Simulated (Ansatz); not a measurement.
## Electronic structure of MoS$_{2}$ in real space

```
Mo S
1.0
    -4.76179    2.73330    0.00000
    -1.60565   -2.76514    0.00000
     0.00000    0.00000   34.47924
Mo S
8 16
Cartesian
  -4.7744 -0.9430 3.6762
  -1.5907 -0.9271 3.6762
  -4.7759 -0.9430 23.4100
  -1.5922 -0.9270 23.4100
  -3.1917 -1.8540 11.0692
  -4.7697 0.8952 11.0692
  -4.7712 0.8953 30.8031
  -1.5874 0.9112 30.8031
  -3.1841 -1.8542 2.1132
  -4.7622 0.8950 2.1132
  -3.1856 -1.8541 21.8471
  -4.7636 0.8951 21.8471
  -1.5983 -0.9269 9.5063
  -3.1763 1.8223 9.5063
  -1.5997 -0.9269 29.2401
  -3.1778 1.8224 29.2401
  -3.1841 -1.8542 5.2391
  -4.7622 0.8950 5.2391
  -3.1856 -1.8541 24.9730
  -4.7636 0.8951 24.9730
  -1.5983 -0.9269 12.6322
  -3.1763 1.8223 12.6322
  -1.5997 -0.9269 32.3660
  -3.1778 1.8224 32.3660
```

Space group P-1; a structure from a database of computed crystals, not necessarily the ambient phase.

Theory: Ansatz 0.2.0, Kohn-Sham DFT of a periodic cell, PBE, Ansatz PAW.

Core electrons are frozen (PAW), and the valence fields are smoothed inside the atomic spheres.

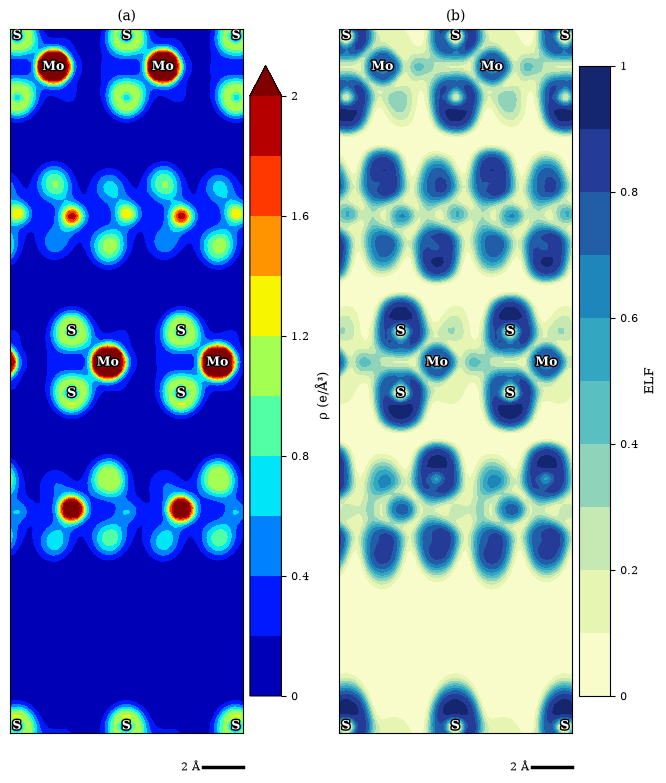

Figure 1. (a) valence electron density; (b) ELF on the (011) plane of the standardised cell.

**What do the fields say about this system?**

The section cuts through Mo and S sites. Atoms just off the plane (Mo, 0.6 Å away and S, 0.3 Å away) can leave unmarked features too. Mo–S (2.41 Å): the density is about 0.6 e/Å³ at the midpoint; the ELF peaks at about 0.85 in the valence shell of S, 0.8 Å from its nucleus, and is about 0.45 at the midpoint. The density dies away to nearly zero in the voids. The features right at Mo lie inside the PAW spheres, where the map follows smoothed inner orbitals and isn't to be read closely.

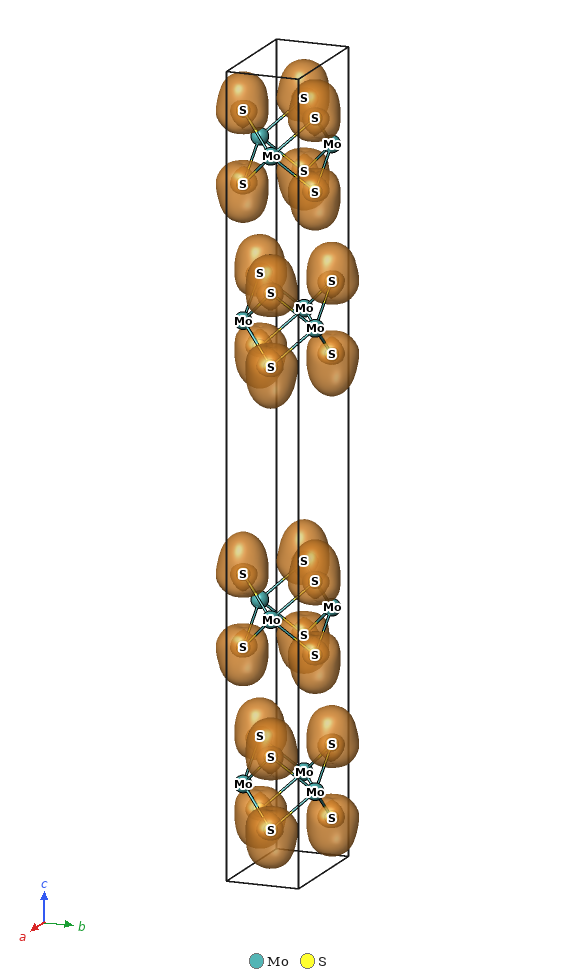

Figure 2. Isosurface of the electron localisation function at 0.7 (orange), seen slightly off an axis. Core shells and regions of very low density are left out. Sticks mark near contacts.

**What do the ELF domains correspond to?**

The surface consists of 16 regions wrapped around S (the valence shell of each), counted in one cell of 24 atoms. Any copies at cell faces, edges or corners count once.

**Does the calculation make it a metal, or give it a gap?**

It is gapped, with a Kohn–Sham gap of 1.7 eV on the k-point mesh (the band edges may lie off the mesh, which would make the gap smaller).
